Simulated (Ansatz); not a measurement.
## Geometry relaxation of Ni₃Ge (part 1 of 2)

Ni₃Ge (Pm-3m, 4 atoms in the cell), computed with DFT PBEsol, scalar-relativistic, plane waves, PAW, no spin polarisation (Ansatz 0.2.0).

The structure derives from a Materials Project entry.

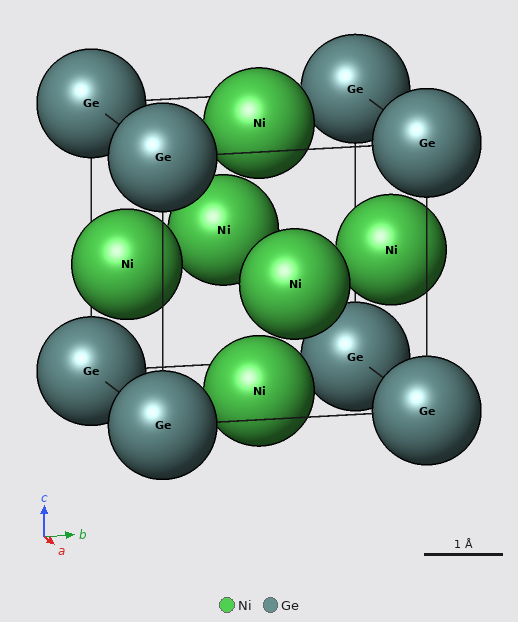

Figure 1. The starting structure (spheres-only view of the cell of the calculation, seen slightly off an axis).

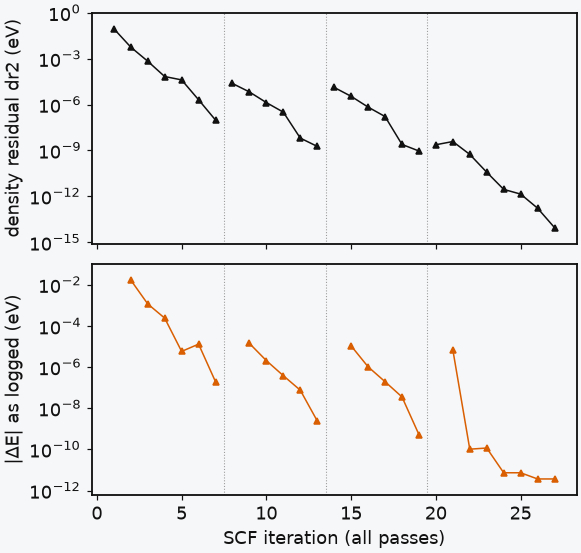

Figure 2. Convergence of the self-consistent field: density residual dr2 and size of the energy change against the SCF iteration. The dotted lines part the SCF passes of the relaxation: geometry steps, rejected trials and re-solves on a re-selected basis. The passes take 7, 6, 6 and 8 iterations.

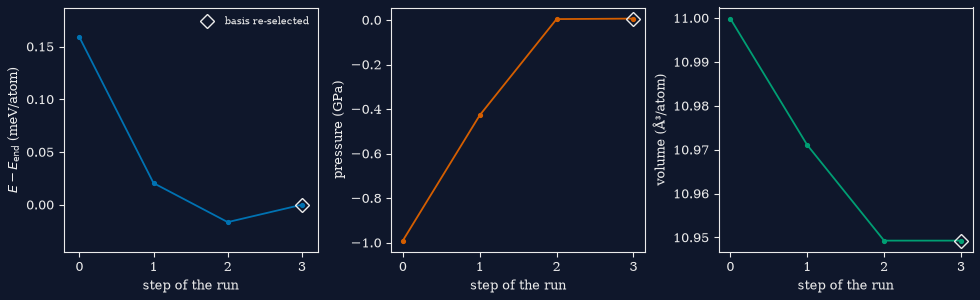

Figure 3. Progress of the relaxation, step by step (the first geometry is step 0 here and step 1 in the log). No atom moves by more than 0.005 Å relative to the cell. The volume changes by −0.5 %, with a = b = c 3.530 → 3.525 Å (−0.2 %). The space group stays Pm-3m (No. 221). Over 2 geometry steps the energy falls by 0.2 meV per atom. All forces vanish by symmetry, so only the cell relaxes. The pressure goes from −0.99 to 0.01 GPa. A last SCF at the same geometry on a re-selected plane-wave basis shifts the energy by +0.0 meV per atom.

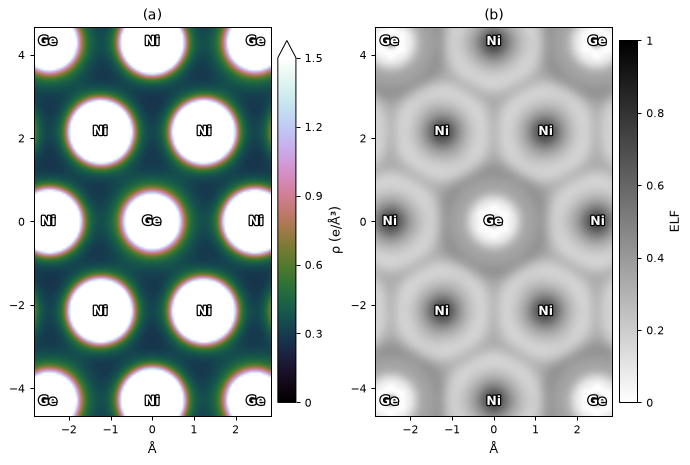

Figure 4. (a) valence charge density (pseudo); (b) electron localisation function on the (111) plane of the conventional cell. Atoms in the plane: Ni and Ge. Ni–Ni (2.49 Å): ρ at the midpoint is about 0.33 e/Å³; the ELF is about 0.25 at the midpoint; no localised pair between them. Ni–Ge (2.49 Å): ρ is about 0.36 e/Å³ halfway; the ELF is about 0.35 at the midpoint (nearly free electrons, as in a simple metal). Away from the nuclei the density in this plane falls to 0.27 e/Å³ at its lowest. The strong features right at Ni lie inside the PAW spheres (semicore, d or f shells) and say nothing about bonding. The fields are those of the smooth PAW valence density.

The input and output of the run follow.

Input file:
```yaml
crystal:
  lattice:
    - [3.5303341067, 0.0, 0.0]
    - [0.0, 3.5303341067, 0.0]
    - [0.0, 0.0, 3.5303341067]
  atoms:
    - { symbol: Ni, position: [0.5, 0.0, 0.5] }
    - { symbol: Ni, position: [0.0, 0.5, 0.5] }
    - { symbol: Ni, position: [0.5, 0.5, 0.0] }
    - { symbol: Ge, position: [0.0, 0.0, 0.0] }
basis:
  ecutwfc: 420
kpoints:
  mp_grid: { grid: [12, 12, 12] }
hamiltonian:
  xc: pbesol
scf:
  occupations: { method: gaussian, width: 0.1 }
output:
  forces: true
  stress: true
  eigenvalues: true
  write_density: true
  write_potential: true
  elf: true
  volumetric_format: npy
relax:
  adjacent_minimum: "off"
  f_tol: 0.005
  max_steps: 80
  cell: { stress_tol: 0.05 }
```

Run as:
```bash
ansatz run input.yaml --threads 1 --pin off --max-ram 2560MiB --backend cpu --events-out ev --progress --plain --runs-dir out
```

What the program printed:
```
Engine: ansatz 0.2.0, x86_64-unknown-linux-gnu
Pseudopotentials: kind: paw
Pseudopotential: Ni, paw, valence charge 18, recommended cutoff 420 eV (normal), Ni.paw.azcp
Pseudopotential: Ge, paw, valence charge 14, recommended cutoff 420 eV (normal), Ge.paw.azcp
Functional definition: PBEsol
  exchange = pbesol_x
  correlation = pbesol_c
Crystal: 4 atoms, lattice volume = 43.999 Å³
Basis set: ecut = 420 eV, 847 PW (Γ), exchange–correlation on 48×48×48 points (8 copies of the dense FFT grid, shifted against one another)
Bands: 41, of which v1, the nominal top of the filled ones, is band 34 counted from 1 (33 counted from 0)
Symmetry: 48 space group operations
Space group: Pm-3m (ITA 221), of the structure as read, at distance tolerance 3.5e-5 Å
k-points: 84 of 1728
Non-local potential: Ni, projectors of the file, l = 0: 3, l = 1: 2, l = 2: 3, l = 3: 1
Non-local potential: Ge, projectors of the file, l = 0: 2, l = 1: 2, l = 2: 3, l = 3: 1
PAW form: soft (Blöchl's): semilocal exchange-correlation on the pseudo side does not see the compensation charge
PAW frozen core: Ni, regenerated for the run's functional, and the local potential with it (the file was generated under x = pbe(κ = 0.804, μ = 0.2195149727645171), c = pbe(β = 0.06672455060314922))
PAW frozen core: Ge, regenerated for the run's functional, and the local potential with it (the file was generated under x = pbe(κ = 0.804, μ = 0.2195149727645171), c = pbe(β = 0.06672455060314922))
PAW one-centre angular grid: Ni, 590 points (default); XC on 64 Gauss nodes
PAW one-centre angular grid: Ge, 590 points (default); XC on 64 Gauss nodes
Initial density: superposition of atomic densities (neutral atoms: chi_scale 0, normalization atom), corrected by the library's trained network
Initial wavefunctions: pseudopotential atomic-orbital guess
Functional: x = pbesol(κ = 0.804, μ = 0.12345679012345678), c = pbesol(β = 0.046)
SCF iter   1: F=—  HF=-21669.811075 eV  |F-HF|=—  |Δ(HF+E_count)|=         —  Δρ=2.01e-2  dr2=9.21e-2  ethr=1.77e-3  ⟨swp⟩=5.6  Hψ=11047  notcnv=0  defer=31
preconditioner: auto → Kerker (q_TF=auto, 2.934 Å⁻¹)  [metal: Δε(μ)=0.028 eV  Ē_g=13.221 eV  σ=0.100 eV  W_gap=0.15  n_scr=18 (ndim 8)  ℏωp=37.1 eV  f_vac=0.000  D(μ)=2.13/eV (n_scr^D=18)]
SCF iter   2: F=—  HF=-21669.794138 eV  |F-HF|=—  |Δ(HF+E_count)|=   1.69e-2  Δρ=4.83e-3  dr2=5.75e-3  ethr=1.36e-4  ⟨swp⟩=2.4  Hψ=6379  notcnv=0  defer=141
SCF iter   3: F=—  HF=-21669.792965 eV  |F-HF|=—  |Δ(HF+E_count)|=   1.17e-3  Δρ=1.45e-3  dr2=6.87e-4  ethr=8.45e-6  ⟨swp⟩=1.6  Hψ=3744  notcnv=0  defer=141
SCF iter   4: F=—  HF=-21669.792726 eV  |F-HF|=—  |Δ(HF+E_count)|=   2.39e-4  Δρ=3.43e-4  dr2=6.85e-5  ethr=1.01e-6  ⟨swp⟩=2.0  Hψ=4653  notcnv=0  defer=141
SCF iter   5: F=—  HF=-21669.792720 eV  |F-HF|=—  |Δ(HF+E_count)|=   5.76e-6  Δρ=2.63e-4  dr2=4.12e-5  ethr=1.01e-7  ⟨swp⟩=2.2  Hψ=4628  notcnv=0  defer=141
SCF iter   6: F=—  HF=-21669.792707 eV  |F-HF|=—  |Δ(HF+E_count)|=   1.30e-5  Δρ=5.57e-5  dr2=2.07e-6  ethr=6.07e-8  ⟨swp⟩=2.0  Hψ=4433  notcnv=0  defer=141
SCF iter   7: F=-21669.792707 eV  HF=-21669.792707 eV  |F-HF|=1.13e-7  |Δ(HF+E_count)|=   1.93e-7  Δρ=1.39e-5  dr2=9.69e-8  ethr=1.47e-10  ⟨swp⟩=10.9  Hψ=25860  notcnv=0
SCF 1 converged in 7 iterations: F = -21669.792707 eV  dr2 = 9.69e-8
  greatest PAW one-centre occupation: 1.001 electrons in one spin orbital (limit 2), on the Ni atom at site 1 (counted from 0), in its partial waves of l = 1
relax step   1: F+E_penalty+E_count = -21669.79270723 eV  Δ(F+E_penalty+E_count) = +0.000e0 eV  max|allowed force component| = 2.595e-28 eV/Å  Δτ_max = 0.0000 Å  P = -0.991 GPa  Ω = 43.999 Å³  (7 SCF iters, dr2 threshold 1.00e-7 eV, accepted)
Crystal: 4 atoms, lattice volume = 43.884 Å³
Initial density: handed on by an earlier stage of this run
Initial wavefunctions: those handed on with the density
iter 1 solved again at ethr=3.06e-8 eV; its pass at ethr=3.10e-3 eV (dr2=2.08e-5 eV) is discarded
SCF iter   1: F=—  HF=-21669.793278 eV  |F-HF|=—  |Δ(HF+E_count)|=         —  Δρ=2.83e-4  dr2=2.40e-5  ethr=3.06e-8  ⟨swp⟩=2.1  Hψ=14067  notcnv=0
preconditioner: auto → Kerker (q_TF=auto, 2.935 Å⁻¹)  [metal: Δε(μ)=0.031 eV  Ē_g=13.278 eV  σ=0.100 eV  W_gap=0.18  n_scr=18 (ndim 8)  ℏωp=37.2 eV  f_vac=0.000  D(μ)=2.06/eV (n_scr^D=18)]
SCF iter   2: F=—  HF=-21669.793264 eV  |F-HF|=—  |Δ(HF+E_count)|=   1.41e-5  Δρ=1.15e-4  dr2=6.72e-6  ethr=3.06e-8  ⟨swp⟩=1.8  Hψ=4271  notcnv=0
SCF iter   3: F=—  HF=-21669.793261 eV  |F-HF|=—  |Δ(HF+E_count)|=   2.05e-6  Δρ=3.84e-5  dr2=1.35e-6  ethr=9.88e-9  ⟨swp⟩=1.9  Hψ=3785  notcnv=0
iter 4 did not close the SCF: its close was put off for the readings that it lacked (scf_convergence_deferred on its scf_iter line)
SCF iter   4: F=-21669.793261 eV  HF=-21669.793261 eV  |F-HF|=3.04e-7  |Δ(HF+E_count)|=   3.81e-7  Δρ=2.64e-5  dr2=3.20e-7  ethr=1.98e-9  ⟨swp⟩=2.1  Hψ=4761  notcnv=0
iter 5 did not close the SCF: its close was put off for the readings that it lacked (scf_convergence_deferred on its scf_iter line)
SCF iter   5: F=-21669.793261 eV  HF=-21669.793261 eV  |F-HF|=1.43e-8  |Δ(HF+E_count)|=   7.51e-8  Δρ=3.47e-6  dr2=6.42e-9  ethr=4.70e-10  ⟨swp⟩=2.0  Hψ=4165  notcnv=0
SCF iter   6: F=-21669.793261 eV  HF=-21669.793261 eV  |F-HF|=9.20e-10  |Δ(HF+E_count)|=   2.42e-9  Δρ=2.97e-6  dr2=1.84e-9  ethr=9.44e-12  ⟨swp⟩=5.6  Hψ=20198  notcnv=0
SCF 2 converged in 6 iterations: F = -21669.793261 eV  dr2 = 1.84e-9
  greatest PAW one-centre occupation: 1.001 electrons in one spin orbital (limit 2), on the Ni atom at site 0 (counted from 0), in its partial waves of l = 1
relax step   2: F+E_penalty+E_count = -21669.79326102 eV  Δ(F+E_penalty+E_count) = -5.538e-4 eV  max|allowed force component| = 2.958e-29 eV/Å  Δτ_max = 0.0000 Å  P = -0.428 GPa  Ω = 43.884 Å³  energy of the carried Pulay correction = +4.320e-5 eV  (6 SCF iters, dr2 threshold 4.00e-7 eV, accepted)
Crystal: 4 atoms, lattice volume = 43.797 Å³
iter 1 solved again at ethr=1.67e-8 eV; its pass at ethr=3.10e-3 eV (dr2=1.13e-5 eV) is discarded
SCF iter   1: F=—  HF=-21669.793421 eV  |F-HF|=—  |Δ(HF+E_count)|=         —  Δρ=2.15e-4  dr2=1.33e-5  ethr=1.67e-8  ⟨swp⟩=2.1  Hψ=14089  notcnv=0
preconditioner: auto → Kerker (q_TF=auto, 2.936 Å⁻¹)  [metal: Δε(μ)=0.031 eV  Ē_g=13.294 eV  σ=0.100 eV  W_gap=0.17  n_scr=18 (ndim 8)  ℏωp=37.2 eV  f_vac=0.000  D(μ)=2.06/eV (n_scr^D=18)]
SCF iter   2: F=—  HF=-21669.793410 eV  |F-HF|=—  |Δ(HF+E_count)|=   1.07e-5  Δρ=8.50e-5  dr2=3.47e-6  ethr=1.67e-8  ⟨swp⟩=2.0  Hψ=4186  notcnv=0
SCF iter   3: F=—  HF=-21669.793409 eV  |F-HF|=—  |Δ(HF+E_count)|=   1.03e-6  Δρ=2.79e-5  dr2=6.87e-7  ethr=5.11e-9  ⟨swp⟩=2.0  Hψ=3864  notcnv=0
iter 4 did not close the SCF: its close was put off for the readings that it lacked (scf_convergence_deferred on its scf_iter line)
SCF iter   4: F=-21669.793409 eV  HF=-21669.793409 eV  |F-HF|=1.55e-7  |Δ(HF+E_count)|=   1.95e-7  Δρ=1.91e-5  dr2=1.65e-7  ethr=1.01e-9  ⟨swp⟩=2.1  Hψ=4665  notcnv=0
iter 5 did not close the SCF: its close was put off for the readings that it lacked (scf_convergence_deferred on its scf_iter line)
SCF iter   5: F=-21669.793409 eV  HF=-21669.793409 eV  |F-HF|=4.80e-9  |Δ(HF+E_count)|=   3.53e-8  Δρ=2.29e-6  dr2=2.47e-9  ethr=2.43e-10  ⟨swp⟩=2.0  Hψ=4338  notcnv=0
SCF iter   6: F=-21669.793409 eV  HF=-21669.793409 eV  |F-HF|=1.02e-9  |Δ(HF+E_count)|=  5.24e-10  Δρ=2.01e-6  dr2=9.17e-10  ethr=3.64e-12  ⟨swp⟩=5.1  Hψ=19522  notcnv=0
SCF 3 converged in 6 iterations: F = -21669.793409 eV  dr2 = 9.17e-10
```
